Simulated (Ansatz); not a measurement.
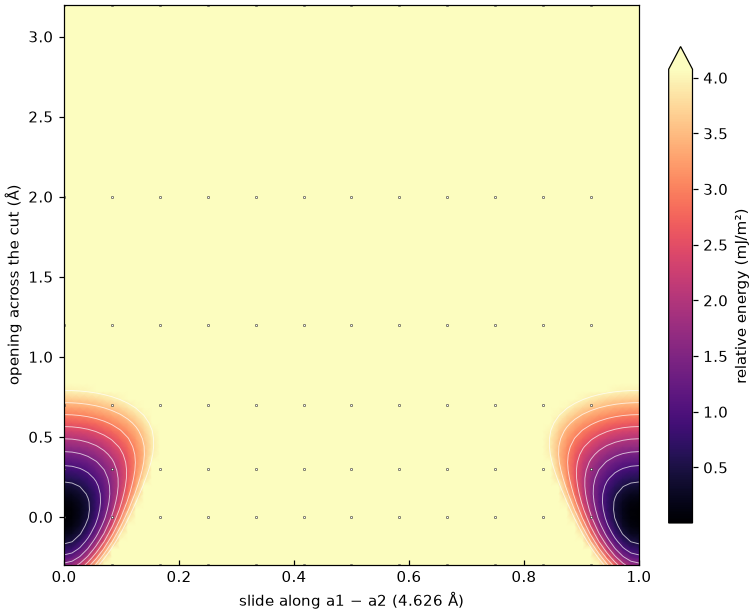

N (P6_3/mmc, No. 194; 8 atoms in the cell). Rigid slide and opening across a plane, one cut a cell; the plane is (0 0 1) of the conventional cell. The first coordinate is: slide along a1 − a2 (4.626 Å); the second: opening across the cut. Nothing is relaxed (rigid halves). The grid has 12 × 7 points; 49 points were computed and 35 follow by symmetry. Points are written as (first, second). Energies are in mJ/m², from the lowest grid point. Computed with DFT PBEsol, scalar-relativistic, plane waves, PAW in Ansatz. Settings: cutoff 520 eV, k-mesh 6×6×2 in the order of the run's cell vectors, gaussian smearing 0.05 eV, no spin polarisation.

Drawn: a smooth colour map with a few white contour lines, dots at the grid points, one colour for all values above the top of the scale. Between grid points the surface is interpolated.

> Where is the minimum, and how stiff is the well along each coordinate?

The interpolated minimum is at slide along a1 − a2 (4.626 Å) ≈ 0.000, opening across the cut ≈ 0.00 Å. The curvatures there are about 0.62 eV and 0.032 eV/Å², with a cross term of about 0 eV/Å (per cell of 18.53 Å²). Round the minimum the two coordinates are nearly uncoupled.
